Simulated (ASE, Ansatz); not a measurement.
**A script that builds H-capped CdS nanowire along [112] (50 atoms)**

The cell is an input for a DFT calculation. Recipe: hexagon section of size parameter 5.53 Å cut from zinc-blende CdS (a = 5.818 Å) along [112], 1 period, broken bonds capped with H, 10 Å of vacuum.

The cell that is wanted:

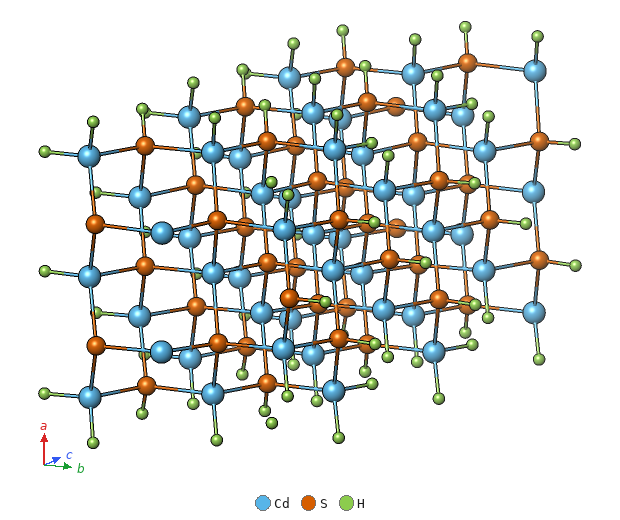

The cell, seen at a slant to the c axis (cadmium blue, sulfur orange, hydrogen green). Bonds to atoms that aren't drawn are left out. 1×1×3 cells are drawn. Some periodic images of atoms are drawn too.

The cell holds 50 atoms: 15 Cd, 13 S and 22 H. Its edges and angles: a = 21.004 Å, b = 20.598 Å, c = 7.126 Å, α = 90.0°, β = 90.0°, γ = 90.0°. It derives from CdS (zinc-blende). Regions: wire, 28 atoms (15 Cd and 13 S); hydrogen, 22 atoms (22 H). Vacuum lies along a and b. The structure repeats along c.

```xyz
50
Lattice="21.0040 0.0000 0.0000 0.0000 20.5978 0.0000 0.0000 0.0000 7.1256" Properties=species:S:1:pos:R:3
Cd    6.3720    6.6920    1.2157
S     6.4092    7.5806    3.5738
Cd    6.3795   10.0771    3.5871
S     6.3867   10.9010    5.9170
Cd    6.3758   13.4075    5.9166
Cd   10.4915    6.6790    1.2082
S    10.4919    7.5359    3.5559
Cd    8.4703    6.6881    4.7473
S     8.4430    7.5682    0.0152
Cd    8.4837   10.0458    7.1182
S     8.4344   10.9405    2.3510
Cd    8.4831   13.4059    2.3443
S     8.4678   14.2244    4.7508
Cd   10.5075   10.0931    3.5725
S    10.5060   10.9047    5.9321
Cd   10.4913   13.3861    5.9122
S    10.5182   14.2644    1.1644
Cd   14.6009    6.6716    1.1873
S    14.6005    7.5345    3.5552
Cd   12.5310    6.6871    4.7714
S    12.5875    7.5308    0.0263
Cd   12.5434   10.0628    0.0086
S    12.6118   10.8851    2.3829
Cd   12.5522   13.4242    2.3764
S    12.5228   14.2368    4.7428
Cd   14.6289   10.0845    3.5666
S    14.6431   10.8921    5.9274
Cd   14.6104   13.4168    5.9637
H     6.3449    5.0011    1.1589
H     5.0244    7.2412    0.4056
H     5.3014    7.0836    4.1864
H     5.0149   10.6594    2.7703
H     5.2873   10.4690    6.5515
H     4.9847   14.0075    5.1445
H     6.3732   13.9964    0.4153
H    10.5087    4.9847    1.2229
H     8.4234    5.0325    4.7847
H     7.0781   13.9849    1.5539
H     8.4220   15.5991    4.7397
H    10.5251   15.6199    1.1729
H    14.5944    4.9985    1.1929
H    15.9901    7.2655    0.3678
H    15.7003    7.0951    4.1809
H    12.5358    5.0337    4.7445
H    13.9460   13.9970    1.5679
H    12.5692   15.5791    4.7315
H    16.0139   10.5924    2.7533
H    15.7074   10.4569    6.5737
H    16.0145   13.9729    5.0982
H    14.5973   13.9865    0.3997
```

Q: Which script makes it?

build.py (ASE 3.29.0):

```python
import numpy as np
from ase import Atoms
from ase.build import bulk, make_supercell
from ase.neighborlist import neighbor_list

u = bulk('CdS', 'zincblende', a=5.818)
w = make_supercell(u, [[-1, 1, 0], [-1, -1, 3], [1, 1, 0]])
w.set_cell(w.cell.cellpar(), scale_atoms=True)  # standard orientation
full = w.repeat([7, 5, 1])
d = full.positions - np.array([3.5, 2, 0]) @ w.cell[:]
keep = np.max([abs(d[:, 0] * np.cos(t) + d[:, 1] * np.sin(t)) for t in np.radians([0, 60, 120])], axis=0) < 5.53
# cap broken bonds with H: drop atoms with fewer than two neighbours, then put H along each missing bond
for _ in range(4):
    n = np.bincount(neighbor_list('i', full[keep], 2.9), minlength=keep.sum())
    keep[np.where(keep)[0][n < 2]] = False
i, j, D = neighbor_list('ijD', full, 2.9)
miss = keep[i] & ~keep[j]
bond = {'Cd': 1.7, 'S': 1.34}
caps = [full.positions[a] + d / np.linalg.norm(d) * bond[full[a].symbol] for a, d in zip(i[miss], D[miss])]
atoms = full[keep] + Atoms('H' * len(caps), caps)
atoms.set_tags([0] * keep.sum() + [1] * len(caps))
atoms.set_cell([1, 1, full.cell[2, 2]]); atoms.center(vacuum=5, axis=(0, 1)); atoms.pbc = True
atoms.rattle(0.02, seed=50467)
atoms.wrap()
atoms.write('structure.xyz')
print(atoms.get_chemical_formula(), len(atoms), 'atoms; cell', atoms.cell.cellpar().round(3))
```

```console
$ python build.py
H22Cd15S13 50 atoms; cell [21.004 20.598  7.126 90.    90.    90.   ]
```

Bonds by pair of elements; cutoffs follow the first minimum of g(r), held within bounds set by covalent radii, and pairs that aren't listed don't count as bonded:

```
pair A-B  cutoff (Å)  bonds  mean length (Å)  spread (Å)  shortest (Å)  B about A  A about B
    H-Cd        2.12     15             1.69       0.026          1.65      0.682          1
     H-S         1.7      7             1.35       0.017          1.32      0.318      0.538
    Cd-S        2.98     45             2.52       0.027          2.47          3       3.46
```

How many atoms have how many bonded neighbours:

```
element  mean   1   4
     Cd     4   0  15
      H     1  22   0
      S     4   0  13
```

[Logs are printed without paths, hosts, clocks, repeated set-up lines and the standing remarks that a program may print on its own settings, such as how far it seeks lower states.]

[Hosts, paths, dates, database ids (printed as entryN), source tags and the programs' standing remarks are cut or masked in the printed files.]
